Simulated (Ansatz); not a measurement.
A series of calculations on TiAl

### Relaxation

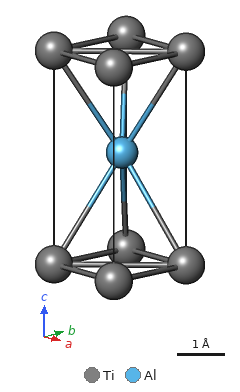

Starting structure of a crystal of TiAl (set up in P-6m2). Style: ball-and-stick. Shown: the cell of the calculation, slightly off an axis.

All numbers below come from Ansatz 0.2.0, DFT PBEsol, scalar-relativistic, plane waves, PAW.

Input
```yaml
crystal:
  lattice:
    - [2.8672622327, 0.0, 0.0]
    - [-1.4336311163, 2.4831219328, 0.0]
    - [0.0, 0.0, 4.678083]
  atoms:
    - { symbol: Ti, position: [0.0, 0.0, 0.0] }
    - { symbol: Al, position: [0.33333333, 0.66666667, 0.5] }
basis:
  ecutwfc: 420
kpoints:
  mp_grid: { grid: [18, 18, 10] }
hamiltonian:
  xc: pbesol
scf:
  occupations: { method: gaussian, width: 0.1 }
output:
  forces: true
  stress: true
  eigenvalues: true
  write_density: true
  write_potential: true
  elf: true
  volumetric_format: npy
relax:
  adjacent_minimum: "off"
  f_tol: 0.005
  max_steps: 80
  cell: { stress_tol: 0.05 }
```

Run as
```bash
ansatz run input.yaml --threads 1 --pin off --max-ram 2560MiB --backend cpu --events-out ev --progress --plain --runs-dir out
```

Predict the outcome.

Answer. The atoms keep their places relative to the cell (all moves are under 0.005 Å). The volume changes by −2.6 %, with a = b 2.867 → 2.848 Å (−0.7 %), c 4.678 → 4.620 Å (−1.2 %). Some distances before and after: Ti1–Al2 2.866 → 2.835 Å, Ti1–Ti1 2.867 → 2.848 Å, Al2–Al2 2.867 → 2.848 Å. The space group stays P-6m2 (No. 187). Over 3 accepted moves (4 points after the start) the energy falls by 4.2 meV per atom. All forces vanish by symmetry, so only the cell relaxes. Pressure: −2.87 GPa at the start and −0.01 GPa at the end. The SCF was repeated once at an unchanged geometry on a basis and grid sized afresh for the cell, which shifted the energy by 0.1 meV per atom at most.

After the run, drawn alike:

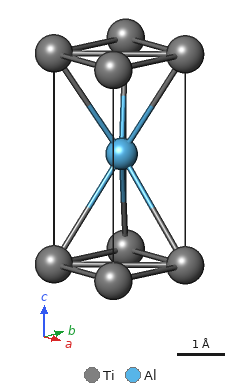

### Scan

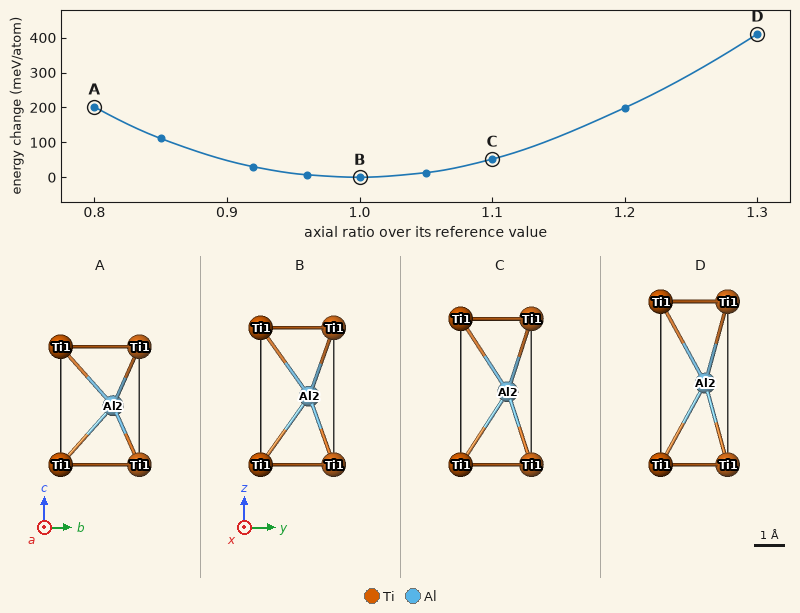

A scan of solid TiAl (P-6m2): the ratio of the cell's length along z to its lengths across, counted as 1 for the reference, is changed at fixed volume (a c/a path), with the atoms kept at their fractional coordinates. x, y and z are the Cartesian axes of the input. The lettered frames are marked on the plot. The picture is a ball-and-stick view of the cell of the calculation, seen along the a axis.

Computed with Ansatz, DFT PBEsol, scalar-relativistic, plane waves, PAW. (plane-wave cutoff 420 eV; k-point mesh 24 × 24 × 14; occupations gaussian; smearing width 0.15 eV; no spin polarisation). Energies (free energies at the smearing named) are counted from the relaxed crystal.

Read off the main features of the energy profile.

Answer. The lowest computed point lies at the relative ratio 1.00 (0 meV/atom). The distortion keeps the space group P-6m2. At the relative ratio 1.30 the cell of the drawing goes a 2.848 → 2.609 Å, b 2.848 → 2.609 Å, c 4.620 → 5.503 Å.

### Scan

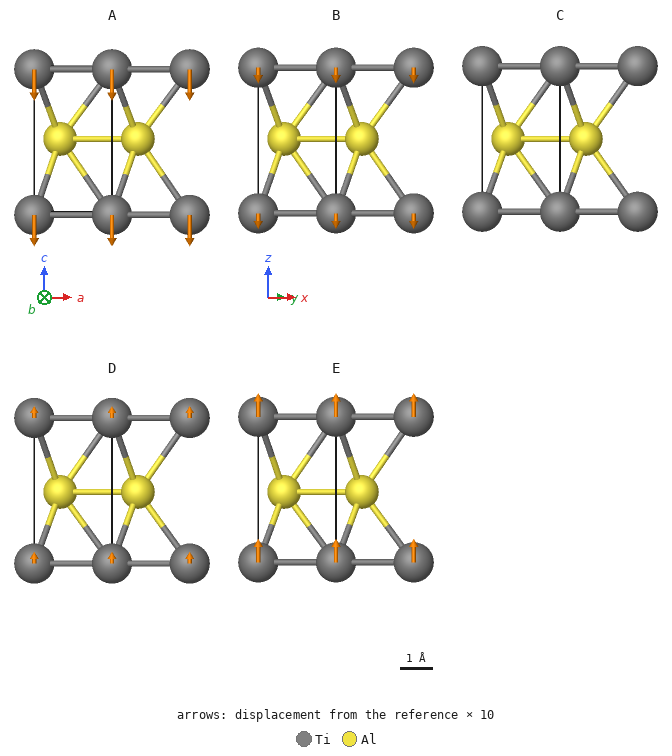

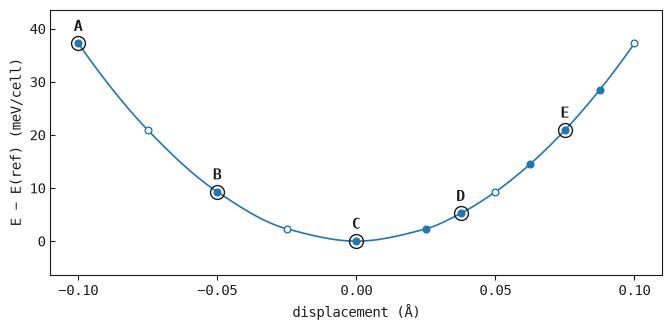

A scan of a crystal of TiAl (P-6m2): the whole Ti sublattice is shifted rigidly, along Cartesian [0 0 1], all else fixed. The lettered frames are marked on the plot. Hollow markers are points alike by symmetry, not computed again. A ball-and-stick model of the cell of the calculation, repeated 2 × 2 × 1 with one cell outlined, seen along the b axis. Orange arrows: displacements from the reference.

Level of theory: DFT PBEsol, scalar-relativistic, plane waves, PAW in Ansatz 0.2.0. (plane-wave cutoff 420 eV; k-point mesh 24 × 24 × 14; occupations gaussian; smearing width 0.15 eV; no spin polarisation). Energies (free energies at the smearing named) are counted from the relaxed crystal.

**What does the scan show?**

Of the computed points the lowest is at the displacement 0.00 Å, 0.0 meV/cell. The end points stand at 37.2 meV/cell (−0.10 Å) and 37.2 meV/cell (0.10 Å). The curvature at zero is about 7.4 eV/Å² per cell. The well is symmetric. At the highest point the shortest interatomic distance is 2.75 Å, against 2.83 Å in the reference. The distortion takes the space group from P-6m2 to P3m1.

The computed points:

| displacement (Å) | E − E(ref) (meV/cell) |
| --- | --- |
| −0.1000 | 37.2 |
| −0.0750 | 20.9 |
| −0.0500 | 9.3 |
| −0.0250 | 2.3 |
| 0.0000 | 0.0 |
| 0.0250 | 2.3 |
| 0.0375 | 5.2 |
| 0.0500 | 9.3 |
| 0.0625 | 14.5 |
| 0.0750 | 20.9 |
| 0.0875 | 28.5 |
| 0.1000 | 37.2 |

Points that are alike by symmetry were computed once.
